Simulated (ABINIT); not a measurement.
## Effective mass calculation of CaO (part 2 of 2)

Continued. System: CaO (2 atoms in the cell). Method: Kohn-Sham DFT of a periodic cell, LDA, PseudoDojo NC SR LDA v0.4.1 standard, no spin polarisation (ABINIT 10.8.3); cutoff 952.4 eV, 7×7×7 k-mesh, fixed occupations. The structure derives from a Materials Project entry.

Geometry of the input (Å; fractional positions):
```
0.0000  2.4036  2.4036
2.4036  0.0000  2.4036
2.4036  2.4036  0.0000
Ca 0.0000  0.0000  0.0000
O  0.5000  0.5000  0.5000
```

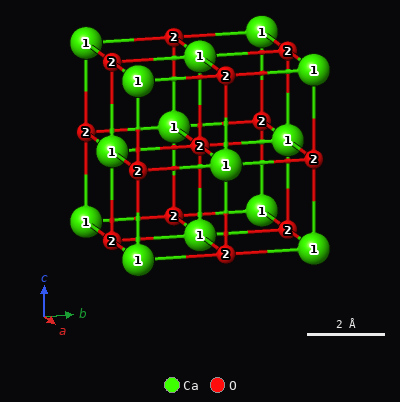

Fig. 1: The structure as given in the input (ball-and-stick view of the cell 4 times as large as that of the calculation, set on its symmetry axes, seen slightly off an axis; atoms are numbered from 1 in the order of the input).

Log, continued:
```
--------------------------------------------------------------------------------

================================================================================
 Non-SCF case, kpt    1 (  0.00000  0.00000  0.00000), residuals and eigenvalues=
  6.76E-21  1.60E-21  1.52E-21  4.07E-21  3.13E-21  3.30E-21  7.30E-21  5.39E-21
  6.47E-21  3.44E-21  4.52E-21  3.75E-21  3.80E-19  2.05E-19
 -1.1944E+00 -4.9576E-01 -4.9576E-01 -4.9576E-01 -3.8641E-01  1.7086E-01
  1.7086E-01  1.7086E-01  3.3922E-01  3.9609E-01  3.9609E-01  3.9609E-01
  4.5314E-01  4.5314E-01
 Non-SCF case, kpt    2 (  0.50000  0.50000  0.00000), residuals and eigenvalues=
  7.05E-21  9.92E-21  6.40E-21  3.46E-21  8.89E-21  2.78E-21  4.20E-21  5.58E-21
  3.56E-21  3.93E-21  5.57E-21  9.35E-21  8.24E-21  7.58E-21
 -1.1892E+00 -5.1903E-01 -5.0455E-01 -5.0455E-01 -3.7722E-01  1.2270E-01
  1.5703E-01  1.5703E-01  2.9920E-01  4.6574E-01  4.9721E-01  5.2123E-01
  5.2123E-01  5.7654E-01

--- !ResultsGS
iteration_state: {dtset: 2, }
comment   : Summary of ground state results
lattice_vectors:
- [  0.0000000,   4.5420620,   4.5420620, ]
- [  4.5420620,   0.0000000,   4.5420620, ]
- [  4.5420620,   4.5420620,   0.0000000, ]
lattice_lengths: [   6.42345,    6.42345,    6.42345, ]
lattice_angles: [ 60.000,  60.000,  60.000, ] # degrees, (23, 13, 12)
lattice_volume:   1.8740845E+02
convergence: {deltae:  0.000E+00, res2:  0.000E+00, residm:  9.921E-21, diffor:  0.000E+00, }
etotal    :  -5.53315824E+01
entropy   :   0.00000000E+00
fermie    :   1.70860888E-01
cartesian_stress_tensor: null
pressure_GPa: null
xred      :
- [  0.0000E+00,   0.0000E+00,   0.0000E+00, Ca]
- [  5.0000E-01,   5.0000E-01,   5.0000E-01,  O]
cartesian_forces: null
force_length_stats: {min: null, max: null, mean: null, }
...

 Integrated electronic density in atomic spheres:
 ------------------------------------------------
 Atom  Sphere_radius  Integrated_density
    1        2.00000          7.63504289
    2        2.00000          6.12466930
================================================================================

 ----iterations are completed or convergence reached----

 Mean square residual over all n,k,spin=   50.809E-22; max=  99.213E-22
 reduced coordinates (array xred) for    2 atoms
       0.000000000000      0.000000000000      0.000000000000
       0.500000000000      0.500000000000      0.500000000000

 cartesian coordinates (angstrom) at end:
    1      0.00000000000000     0.00000000000000     0.00000000000000
    2      2.40355569435655     2.40355569435655     2.40355569435655
 length scales=  1.000000000000  1.000000000000  1.000000000000 bohr
              =  0.529177210544  0.529177210544  0.529177210544 angstroms
 Eigenvalues (hartree) for nkpt=   2  k points:
 kpt#   1, nband= 14, wtk=  1.00000, kpt=  0.0000  0.0000  0.0000 (reduced coord)
  -1.19438   -0.49576   -0.49576   -0.49576   -0.38641    0.17086    0.17086    0.17086
   0.33922    0.39609    0.39609    0.39609    0.45314    0.45314
 kpt#   2, nband= 14, wtk=  1.00000, kpt=  0.5000  0.5000  0.0000 (reduced coord)
  -1.18917   -0.51903   -0.50455   -0.50455   -0.37722    0.12270    0.15703    0.15703
   0.29920    0.46574    0.49721    0.52123    0.52123    0.57654

================================================================================
== DATASET  3 ==================================================================

--- !DatasetInfo
iteration_state: {dtset: 3, }
dimensions: {natom: 2, nkpt: 2, mband: 14, nsppol: 1, nspinor: 1, nspden: 1, mpw: 1868, }
cutoff_energies: {ecut:  35.0, pawecutdg:  -1.0, }
electrons: {nelect:   1.60000000E+01, charge:   0.00000000E+00, occopt:   1.00000000E+00, tsmear:   1.00000000E-02, }
meta: {optdriver: 1, rfelfd: 2, }
...

 mkfilename : getwfk/=0, take file _WFK from output of DATASET   2.

 mkfilename : getden/=0, take file _DEN from output of DATASET   1.

 Exchange-correlation functional for the present dataset will be:
  LDA: Perdew-Wang 92 LSD fit to Ceperley-Alder data - ixc=7
  J.P.Perdew and Y.Wang, PRB 45, 13244 (1992)

 Real(R)+Recip(G) space primitive vectors, cartesian coordinates (Bohr,Bohr^-1):
 R(1)=  0.0000000  4.5420620  4.5420620  G(1)= -0.1100822  0.1100822  0.1100822
 R(2)=  4.5420620  0.0000000  4.5420620  G(2)=  0.1100822 -0.1100822  0.1100822
 R(3)=  4.5420620  4.5420620  0.0000000  G(3)=  0.1100822  0.1100822 -0.1100822
 Unit cell volume ucvol=  1.8740845E+02 bohr^3
 Angles (23,13,12)=  6.00000000E+01  6.00000000E+01  6.00000000E+01 degrees
 setup1 : take into account q-point for computing boxcut.

 getcut: wavevector=  0.0000  0.0000  0.0000  ngfft=  36  36  36
         ecut(hartree)=     35.000   => boxcut(ratio)=   2.10443

--- Pseudopotential description ------------------------------------------------
- pspini: atom type   1  psp file is ./Ca.upf
  20.00000  10.00000  180309                  znucl, zion, pspdat
12 -1012 2 -1 1724                            pspcod,pspxc,lmax,lloc,mmax
     nproj     2     2     2

- pspini: atom type   2  psp file is ./O.upf
   8.00000   6.00000  201201                  znucl, zion, pspdat
12 -1012 2 -1 926                             pspcod,pspxc,lmax,lloc,mmax
     nproj     2     2     1

--------------------------------------------------------------------------------

 ==>  initialize data related to q vector <==

 The list of irreducible perturbations for this q vector is:
    1)    idir= 1    ipert=   3
    2)    idir= 2    ipert=   3
    3)    idir= 3    ipert=   3

================================================================================

--------------------------------------------------------------------------------
 Perturbation wavevector (in red.coord.)   0.000000  0.000000  0.000000
 Perturbation : derivative vs k along direction   1
 The set of symmetries contains only one element for this perturbation.
 symkpt : not enough symmetry to change the number of k points.

--------------------------------------------------------------------------------

--------------------------------------------------------------------------------

 Initialisation of the first-order wave-functions :
  ireadwf=   0

--- !BeginCycle
iteration_state: {dtset: 3, }
solver: {iscf: -3, nstep: 200, nline: 4, wfoptalg: 0, }
tolerances: {tolwfr: 1.00E-20, }
...

     iter   2DEtotal(Ha)        deltaE(Ha) residm    vres2
-ETOT  1  -28.865625674324     -2.887E+01 7.345E-02 0.000E+00
 ETOT  2  -28.874623503276     -8.998E-03 4.396E-04 0.000E+00
 ETOT  3  -28.874646062805     -2.256E-05 6.120E-06 0.000E+00
 ETOT  4  -28.874646152520     -8.972E-08 6.865E-08 0.000E+00
 ETOT  5  -28.874646152946     -4.256E-10 9.314E-10 0.000E+00
 ETOT  6  -28.874646152948     -2.107E-12 1.185E-11 0.000E+00
 ETOT  7  -28.874646152948     -1.243E-13 2.098E-13 0.000E+00
 ETOT  8  -28.874646152948      1.066E-14 3.191E-15 0.000E+00
 ETOT  9  -28.874646152948      3.908E-14 5.999E-17 0.000E+00
 ETOT 10  -28.874646152948     -3.553E-15 1.089E-18 0.000E+00
 ETOT 11  -28.874646152948      1.421E-14 2.196E-20 0.000E+00
 ETOT 12  -28.874646152948     -1.421E-14 9.470E-21 0.000E+00

 At SCF step   12   max residual=  9.47E-21 < tolwfr=  1.00E-20 =>converged.
================================================================================

 ----iterations are completed or convergence reached----

 Mean square residual over all n,k,spin=   46.271E-22; max=  94.703E-22
 dfpt_looppert : ek2=    4.5926660138E+01
          f-sum rule ratio=    1.3788022291E+00
 Expectation of eigenvalue derivatives (hartree) for nkpt=   2  k points:
  (in case of degenerate eigenvalues, averaged derivative)
 kpt#   1, nband= 14, wtk=  0.50000, kpt=  0.0000  0.0000  0.0000 (reduced coord)
   0.00000   -0.00000   -0.00000   -0.00000    0.00000   -0.00000   -0.00000   -0.00000
   0.00000    0.00000    0.00000    0.00000    0.00000    0.00000
 prteigrs : prtvol=0 or 1, do not print more k-points.

 2DEtotal=   -0.2887464615E+02 Ha. Also 2DEtotal=   -0.785719149184E+03 eV
    (  non-var. 2DEtotal :   -2.8874646153E+01 Ha)

--------------------------------------------------------------------------------
 Perturbation wavevector (in red.coord.)   0.000000  0.000000  0.000000
 Perturbation : derivative vs k along direction   2
 The set of symmetries contains only one element for this perturbation.
 symkpt : not enough symmetry to change the number of k points.

--------------------------------------------------------------------------------

--------------------------------------------------------------------------------

 Initialisation of the first-order wave-functions :
  ireadwf=   0

--- !BeginCycle
iteration_state: {dtset: 3, }
solver: {iscf: -3, nstep: 200, nline: 4, wfoptalg: 0, }
tolerances: {tolwfr: 1.00E-20, }
...

     iter   2DEtotal(Ha)        deltaE(Ha) residm    vres2
-ETOT  1  -28.865890943902     -2.887E+01 7.345E-02 0.000E+00
 ETOT  2  -28.874623447281     -8.733E-03 4.396E-04 0.000E+00
 ETOT  3  -28.874646062281     -2.262E-05 6.120E-06 0.000E+00
 ETOT  4  -28.874646152370     -9.009E-08 6.865E-08 0.000E+00
 ETOT  5  -28.874646152797     -4.264E-10 9.314E-10 0.000E+00
 ETOT  6  -28.874646152799     -2.153E-12 1.185E-11 0.000E+00
 ETOT  7  -28.874646152799      3.553E-14 2.312E-13 0.000E+00
 ETOT  8  -28.874646152799     -2.132E-14 3.220E-15 0.000E+00
 ETOT  9  -28.874646152799     -2.842E-14 7.175E-17 0.000E+00
 ETOT 10  -28.874646152799      3.553E-15 1.179E-18 0.000E+00
 ETOT 11  -28.874646152799      0.000E+00 2.841E-20 0.000E+00
 ETOT 12  -28.874646152799      1.066E-14 8.576E-21 0.000E+00

 At SCF step   12   max residual=  8.58E-21 < tolwfr=  1.00E-20 =>converged.
================================================================================

 ----iterations are completed or convergence reached----

 Mean square residual over all n,k,spin=   50.306E-22; max=  85.762E-22
 dfpt_looppert : ek2=    4.5926660138E+01
          f-sum rule ratio=    1.3788022291E+00
 Expectation of eigenvalue derivatives (hartree) for nkpt=   2  k points:
  (in case of degenerate eigenvalues, averaged derivative)
 kpt#   1, nband= 14, wtk=  0.50000, kpt=  0.0000  0.0000  0.0000 (reduced coord)
   0.00000    0.00000    0.00000    0.00000   -0.00000    0.00000    0.00000    0.00000
   0.00000    0.00000    0.00000    0.00000   -0.00000   -0.00000
 prteigrs : prtvol=0 or 1, do not print more k-points.

 2DEtotal=   -0.2887464615E+02 Ha. Also 2DEtotal=   -0.785719149180E+03 eV
    (  non-var. 2DEtotal :   -2.8874646153E+01 Ha)

--------------------------------------------------------------------------------
 Perturbation wavevector (in red.coord.)   0.000000  0.000000  0.000000
 Perturbation : derivative vs k along direction   3
 The set of symmetries contains only one element for this perturbation.
 symkpt : not enough symmetry to change the number of k points.

--------------------------------------------------------------------------------

--------------------------------------------------------------------------------

 Initialisation of the first-order wave-functions :
  ireadwf=   0

--- !BeginCycle
iteration_state: {dtset: 3, }
solver: {iscf: -3, nstep: 200, nline: 4, wfoptalg: 0, }
tolerances: {tolwfr: 1.00E-20, }
...

     iter   2DEtotal(Ha)        deltaE(Ha) residm    vres2
-ETOT  1  -28.865625684436     -2.887E+01 8.222E-02 0.000E+00
 ETOT  2  -28.874623502422     -8.998E-03 1.912E-04 0.000E+00
 ETOT  3  -28.874646061944     -2.256E-05 3.195E-06 0.000E+00
 ETOT  4  -28.874646151659     -8.972E-08 9.869E-09 0.000E+00
 ETOT  5  -28.874646152084     -4.255E-10 2.340E-10 0.000E+00
 ETOT  6  -28.874646152086     -2.263E-12 9.713E-13 0.000E+00
 ETOT  7  -28.874646152086      6.750E-14 5.503E-14 0.000E+00
 ETOT  8  -28.874646152086     -1.066E-14 4.212E-16 0.000E+00
 ETOT  9  -28.874646152086      0.000E+00 1.282E-17 0.000E+00
 ETOT 10  -28.874646152086      3.553E-15 1.551E-19 0.000E+00
 ETOT 11  -28.874646152086     -1.066E-14 9.469E-21 0.000E+00

 At SCF step   11   max residual=  9.47E-21 < tolwfr=  1.00E-20 =>converged.
================================================================================

 ----iterations are completed or convergence reached----

 Mean square residual over all n,k,spin=   44.691E-22; max=  94.692E-22
 dfpt_looppert : ek2=    4.5926660138E+01
          f-sum rule ratio=    1.3788022291E+00
 Expectation of eigenvalue derivatives (hartree) for nkpt=   2  k points:
  (in case of degenerate eigenvalues, averaged derivative)
 kpt#   1, nband= 14, wtk=  0.50000, kpt=  0.0000  0.0000  0.0000 (reduced coord)
  -0.00000    0.00000    0.00000    0.00000    0.00000    0.00000    0.00000    0.00000
   0.00000   -0.00000   -0.00000   -0.00000   -0.00000   -0.00000
 prteigrs : prtvol=0 or 1, do not print more k-points.

 2DEtotal=   -0.2887464615E+02 Ha. Also 2DEtotal=   -0.785719149160E+03 eV
    (  non-var. 2DEtotal :   -2.8874646152E+01 Ha)

 CALCULATION OF EFFECTIVE MASSES
 NOTE : Additional infos (eff. mass eigenvalues, eigenvectors and, if degenerate, average mass) are available in stdout.

 COMMENTS:
 - At k-point ( 0.000, 0.000, 0.000), bands     6 through     8
   are DEGENERATE (effective mass tensor is therefore not defined).
   See Section IIIB Eqs. (67)-(70) and Appendix E of PRB 93 205147 (2016).
 - Angular average effective mass for Frohlich model is to be averaged over degenerate bands. See later.
 - Associated theta integrals calculated with ntheta=    100 points.

 K-point ( 0.000, 0.000, 0.000) | band =     6
 Transport equivalent effective mass tensor:
             -0.4391008749             -0.0000000000              0.0000000000
             -0.0000000000             -0.4391008748              0.0000000000
              0.0000000000              0.0000000000             -0.4391008748
 Transport equivalent effective mass tensor eigenvalues:
             -0.4391008749             -0.4391008748             -0.4391008748
 Angular average effective mass 1/(<1/m>)=  -0.4042475130
 Angular average effective mass for Frohlich model (<m**0.5>)**2=  -0.4065727479
 Effective masses along directions: (cart. coord. / red. coord. -> eff. mass)
    1:   1.000000  0.000000  0.000000 /   0.000000  0.707107  0.707107 ->  -0.3413101970
    2:   0.000000  1.000000  0.000000 /   0.707107  0.000000  0.707107 ->  -0.3413101969
    3:   0.000000  0.000000  1.000000 /   0.707107  0.707107  0.000000 ->  -0.3413101969
    4:   0.707107  0.707107  0.000000 /   0.408248  0.408248  0.816497 ->  -0.4308435669
    5:   0.577350  0.577350  0.577350 /   0.577350  0.577350  0.577350 ->  -0.4721267339

 K-point ( 0.000, 0.000, 0.000) | band =     7
 Transport equivalent effective mass tensor:
             -2.9760181990             -0.0000000001             -0.0000000000
             -0.0000000001             -2.9760619101              0.0000000001
             -0.0000000000              0.0000000001             -2.9768170552
 Transport equivalent effective mass tensor eigenvalues:
             -2.9768170552             -2.9760619101             -2.9760181990
 Angular average effective mass 1/(<1/m>)=  -1.3805287966
 Angular average effective mass for Frohlich model (<m**0.5>)**2=  -1.4487335916
 Effective masses along directions: (cart. coord. / red. coord. -> eff. mass)
    1:   1.000000  0.000000  0.000000 /   0.000000  0.707107  0.707107 ->  -2.7760042018
    2:   0.000000  1.000000  0.000000 /   0.707107  0.000000  0.707107 ->  -2.7760042013
    3:   0.000000  0.000000  1.000000 /   0.707107  0.707107  0.000000 ->  -2.7760042015
    4:   0.707107  0.707107  0.000000 /   0.408248  0.408248  0.816497 ->  -1.0318979722
    5:   0.577350  0.577350  0.577350 /   0.577350  0.577350  0.577350 ->  -1.3052523576

 K-point ( 0.000, 0.000, 0.000) | band =     8
 Transport equivalent effective mass tensor:
             -3.9420993398              0.0000000001             -0.0000000000
              0.0000000001             -3.9421652077              0.0000000001
             -0.0000000000              0.0000000001             -3.9411081520
 Transport equivalent effective mass tensor eigenvalues:
             -3.9421652077             -3.9420993398             -3.9411081520
 Angular average effective mass 1/(<1/m>)=  -2.2111468097
 Angular average effective mass for Frohlich model (<m**0.5>)**2=  -2.2781626382
 Effective masses along directions: (cart. coord. / red. coord. -> eff. mass)
    1:   1.000000  0.000000  0.000000 /   0.000000  0.707107  0.707107 ->  -2.7760042019
    2:   0.000000  1.000000  0.000000 /   0.707107  0.000000  0.707107 ->  -2.7760042019
    3:   0.000000  0.000000  1.000000 /   0.707107  0.707107  0.000000 ->  -2.7760042021
    4:   0.707107  0.707107  0.000000 /   0.408248  0.408248  0.816497 ->  -2.7760042016
    5:   0.577350  0.577350  0.577350 /   0.577350  0.577350  0.577350 ->  -1.3052523577

 Angular average effective mass for Frohlich model, averaged over degenerate bands.
 Value of     (<<m**0.5>>)**2 =     1.247408E+00
 Absolute Value of <<m**0.5>> =     1.116874E+00

 K-point ( 0.500, 0.500, 0.000) | band =     9
 Effective mass tensor:
              0.4255239209              0.0000000000              0.0000000000
              0.0000000000              0.4255239210             -0.0000000000
              0.0000000000             -0.0000000000              1.3997202656
 Effective mass tensor eigenvalues:
              0.4255239209              0.4255239210              1.3997202656
 Angular average effective mass 1/(<1/m>)=   0.5540660660
 Angular average effective mass for Frohlich model (<m**0.5>)**2=   0.5953485380
 Effective masses along directions: (cart. coord. / red. coord. -> eff. mass)
    1:   1.000000  0.000000  0.000000 /   0.000000  0.707107  0.707107 ->   0.4255239209
    2:   0.000000  1.000000  0.000000 /   0.707107  0.000000  0.707107 ->   0.4255239210
    3:   0.000000  0.000000  1.000000 /   0.707107  0.707107  0.000000 ->   1.3997202656
    4:   0.707107  0.707107  0.000000 /   0.408248  0.408248  0.816497 ->   0.4255239210
    5:   0.577350  0.577350  0.577350 /   0.577350  0.577350  0.577350 ->   0.5540660660

 END OF EFFECTIVE MASSES SECTION

================================================================================

 ---- first-order wavefunction calculations are completed ----

 Total localisation tensor (bohr^2) in cartesian coordinates
  WARNING : still subject to testing - especially symmetries.
      direction              matrix element
   alpha     beta       real part   imaginary part
     1        1       1.9766462132    0.0000000000
     1        2       0.9883231066    0.0000000000
     1        3       0.9883231067   -0.0000000000
     2        1       0.9883231066    0.0000000000
     2        2       1.9766462133   -0.0000000000
     2        3       0.9883231067   -0.0000000000
     3        1       0.9883231067   -0.0000000000
     3        2       0.9883231067   -0.0000000000
     3        3       1.9766462134   -0.0000000000

 respfn : d/dk was computed, but no 2DTE, so no DDB output.

== END DATASET(S) ==============================================================
================================================================================

 -outvars: echo values of variables after computation  --------
            acell      1.0000000000E+00  1.0000000000E+00  1.0000000000E+00 Bohr
           etotal1    -5.5331582369E+01
           etotal3    -2.8874646152E+01
            fcart1    -0.0000000000E+00 -0.0000000000E+00 -0.0000000000E+00
                      -0.0000000000E+00 -0.0000000000E+00 -0.0000000000E+00
            rprim      0.0000000000E+00  4.5420619907E+00  4.5420619907E+00
                       4.5420619907E+00  0.0000000000E+00  4.5420619907E+00
                       4.5420619907E+00  4.5420619907E+00  0.0000000000E+00
           strten1     2.8214185366E-04  2.8214185366E-04  2.8214185366E-04
                       0.0000000000E+00  0.0000000000E+00  0.0000000000E+00
           xangst      0.0000000000E+00  0.0000000000E+00  0.0000000000E+00
                       2.4035556944E+00  2.4035556944E+00  2.4035556944E+00
             xred      0.0000000000E+00  0.0000000000E+00  0.0000000000E+00
                       5.0000000000E-01  5.0000000000E-01  5.0000000000E-01
 Calculation completed.
```

Results in brief:

| quantity | value |
| --- | --- |
| outcome | converged |
| space group (tolerance 0.01 Å) | Fm-3m (225) |
| electrons treated | 16 |
| free energy | −1505.6491 eV |
| Fermi energy of the self-consistent step | 4.649 eV |
| pressure | −8.30 GPa |
| largest force (length of the vector) | under 0.001 eV/Å |
| wall time | 25 s |
| peak memory | 0.14 GiB |

Notes:

Points of doubt noted for this run: cutoff too low for stress. The cell is under a tension of 8.3 GPa at this level, so it is not at its equilibrium volume.
